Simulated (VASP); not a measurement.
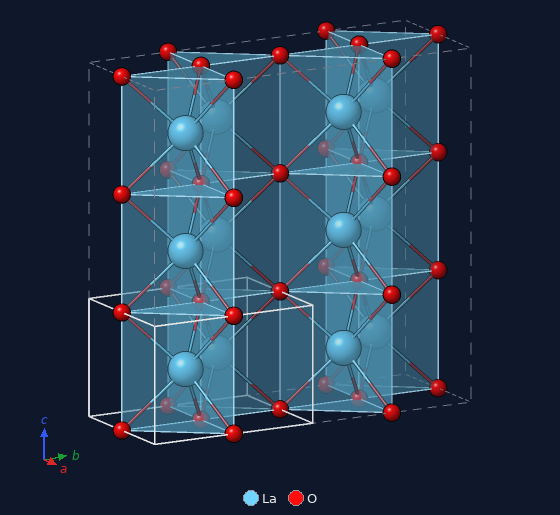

Polyhedra are drawn about La (bonds: La–O below 2.7 Å); other atoms are plain spheres.

The compound is La₂O₃ (space group P6/mmm, No. 191), taken as the geometry relaxed with VASP, VASP Kohn-Sham DFT of a periodic cell, LDA, VASP PAW LDA potentials, recommended.

Sharing among the drawn polyhedra:

```tsv
site	polyhedron	corner-sharing neighbours	edge-sharing	face-sharing	bond (Å)
La	LaO6 trigonal prism	6	3	2	2.42
```

They form a three-dimensional framework of corner-, edge- and face-sharing trigonal prisms.
